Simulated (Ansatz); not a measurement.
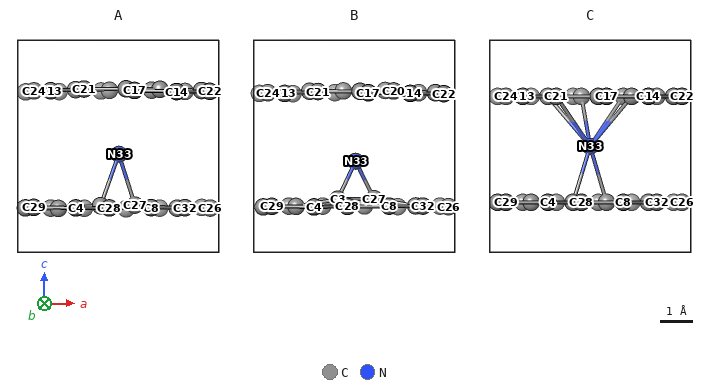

3 geometries from one relaxation of a defect cell of composition C$_{32}$N, in shuffled order. A ball-and-stick model of the cell of the calculation (origin shifted), seen along the b axis.

Case: N interstitial, charge +0, atoms relaxed. The atoms of the start lie slightly off their symmetric places, so part of the fall in energy undoes that.

Method: DFT PBE+D3(BJ), scalar-relativistic, plane waves, PAW in Ansatz 0.2.0. (plane-wave cutoff 420 eV; k-point mesh 4 × 4 × 4; occupations gaussian; smearing width 0.1 eV; mesh shifted by (0.5, 0.5, 0.5); no spin polarisation; atoms relaxed in a fixed cell; force threshold 0.02 eV/Å; at most 60 steps)

**Order the frames from highest to lowest energy.**

C, A, B. They are steps 0, 2, 9, at +2.824 eV per cell of the calculation, +1.330 eV per cell of the calculation relative to the last. Over 8 accepted moves (9 points after the start) the energy falls by 2.824 eV per cell of the calculation. Largest force component: 5.4 eV/Å at the start, 0.013 eV/Å at the end. 1 step only repeated the SCF at the same geometry. The atom that moves furthest is the N atom (0.48 Å roughly along −c). Largest moves by element: N 0.48 Å, C 0.21 Å. The cell stays as it was. Near-neighbour distances that change, for instance: C–N 2.130 → 2.709 Å, C–N 2.191 → 2.747 Å, C–N 2.082 → 2.628 Å, C–N 1.962 → 1.436 Å. Bond angles that change, for instance: C–C–C 120.0° → 117.4°, C–C–C 120.0° → 122.2°.

Limits of the set-up: the cell has an odd number of electrons but was run without spin polarisation; the periodic images lie only 6.5 Å apart, so the values are limited by the cell's size.
